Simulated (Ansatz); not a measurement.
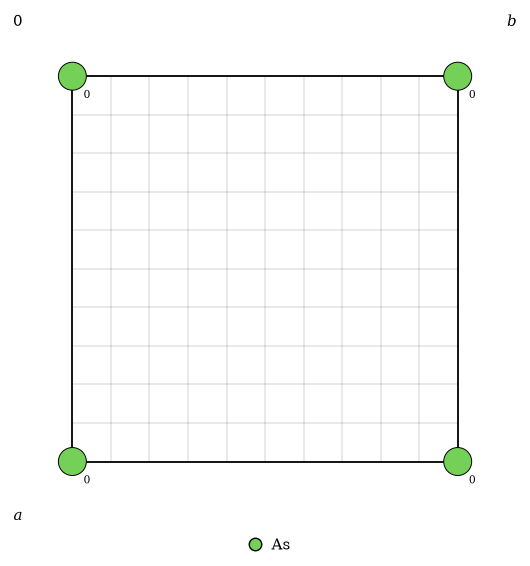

Plan of a unit cell projected along c (a down the page, b across); the numbers are heights as fractions of c, and atoms on the cell's edges are repeated. The grid marks tenths of a and b. Source: coordinates from a relaxation with DFT, revPBE, plane waves (420 eV) with PAW, scalar-relativistic (Ansatz); the starting structure was generated, so it need not be a known form of this composition. The drawing is computed from the coordinates (standard cell, symmetry found to 0.002 Å).

a = 2.748 Å, b = 2.748 Å, c = 2.748 Å, α = 90.00°, β = 90.00°, γ = 90.00°.

What does the cell contain?

Answer. 1 As: As, Z = 1.

Which space group?

Answer. No. 221, Pm-3m, primitive cubic.

Give the fractional coordinates of all atoms, to two places.

Answer.
```
atom     x     y     z
  As  0.00  0.00  0.00
```
